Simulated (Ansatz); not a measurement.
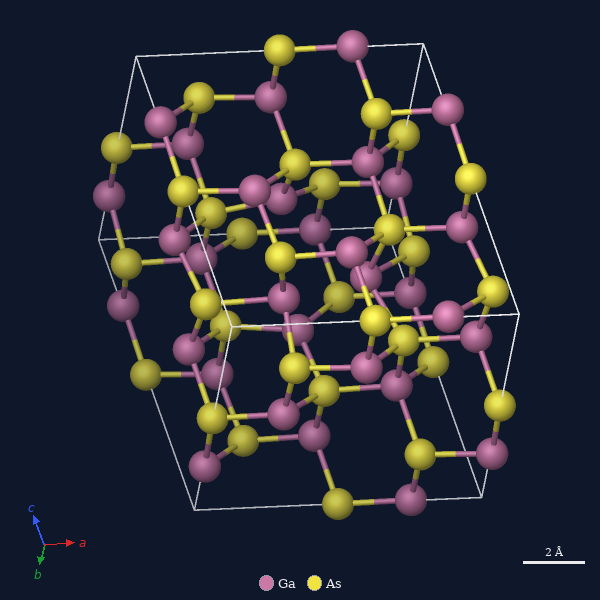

Drawn in the ball-and-stick manner and seen from a general direction. The supercell is drawn as a box. The host is GaAs, in a cell of 32 sites, and the cell carries a charge of +1.

Identify the point defect.

Answer. An arsenic vacancy. Around the empty site lie two Ga at about 2.0 Å.

Run with Ansatz, DFT PBEsol, scalar-relativistic, plane waves, PAW and these settings: a 420 eV plane-wave basis, k-grid 2×2×2, Gaussian smearing of 0.02 eV, collinear spins.

Does the defect leave unpaired spin?

Answer. No net moment.

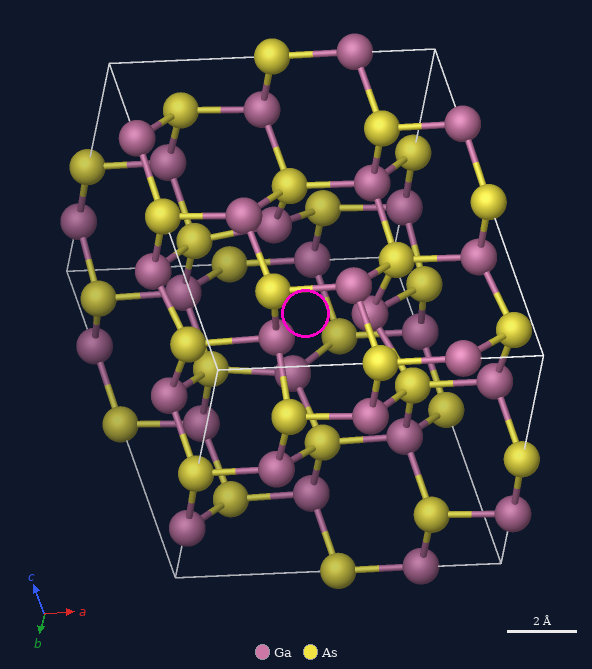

The same cell with a ring at the defect's site.

The atoms were relaxed in the host's cell with DFT PBEsol, scalar-relativistic, plane waves, PAW in Ansatz.
